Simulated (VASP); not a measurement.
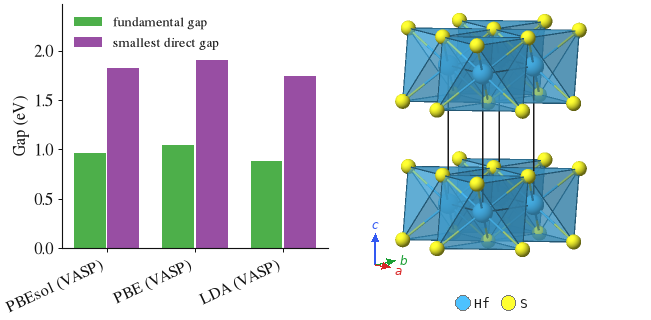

Gaps of HfS₂, space group P-3m1, 3 atoms in the cell, 1T (CdI2) bulk type, at several levels of theory on one cell (VASP, plane waves and PAW; edges over the mesh and the special points).

Question: How does the gap depend on the level, and does its kind change?

Answer: In rising order: LDA (VASP) 0.89 eV, PBEsol (VASP) 0.96 eV and PBE (VASP) 1.05 eV. It is indirect at every level.
